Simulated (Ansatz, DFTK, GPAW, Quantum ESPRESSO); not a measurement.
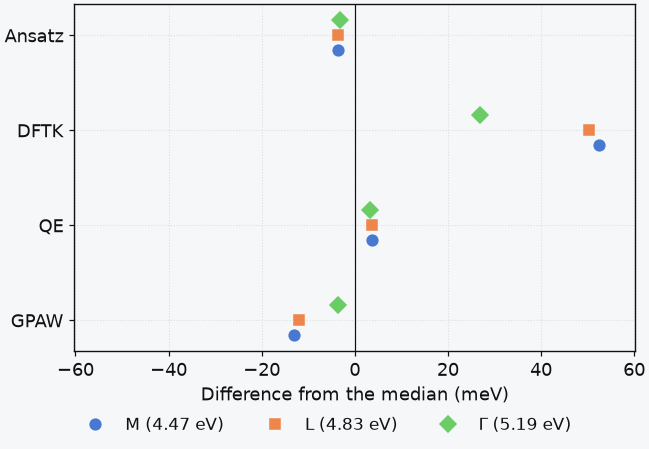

Lowest conduction level at each named k point, counted from the valence-band top at Γ, for C, space group P6_3/mmc (No. 194), 8 atoms in the cell; a = 2.522 Å, c = 8.237 Å (hexagonal axes). Four programs ran PBE (no spin polarisation, no spin-orbit coupling) on the same cell and 12×12×4 k mesh. The plot shows each result less the median of the plane-wave runs, which the legend gives.

**How well do the programs agree?**

The plane-wave programs (Ansatz, GPAW, DFTK and Quantum ESPRESSO) agree within 66 meV at these points.

| program | kind | valence electrons | M (eV) | L (eV) | Γ (eV) |
| --- | --- | --- | --- | --- | --- |
| GPAW | plane waves | 32 | 4.460 | 4.819 | 5.189 |
| Quantum ESPRESSO | plane waves | 32 | 4.476 | 4.834 | 5.196 |
| DFTK | plane waves | 32 | 4.525 | 4.881 | 5.220 |
| Ansatz | plane waves | 32 | 4.469 | 4.827 | 5.190 |

Settings. GPAW PAW data sets (gpaw-data 1.2.1), 800 eV cutoff, Fermi-Dirac smearing of 0.05 eV (GPAW 26.7.0). SSSP 1.3 efficiency PBE, 748 eV cutoff, Fermi-Dirac smearing of 0.05 eV (Quantum ESPRESSO 7.5). dojo.nc.sr.pbe.v0_4_1.standard.upf (PBE), 1116 eV cutoff, Fermi-Dirac smearing of 0.05 eV (DFTK). Ansatz PAW, 420 eV cutoff, Fermi-Dirac smearing of 0.05 eV (Ansatz 0.2.0).

LDA, GGA and most meta-GGA functionals understate gaps. This is a hexagonal form of diamond, not graphite.
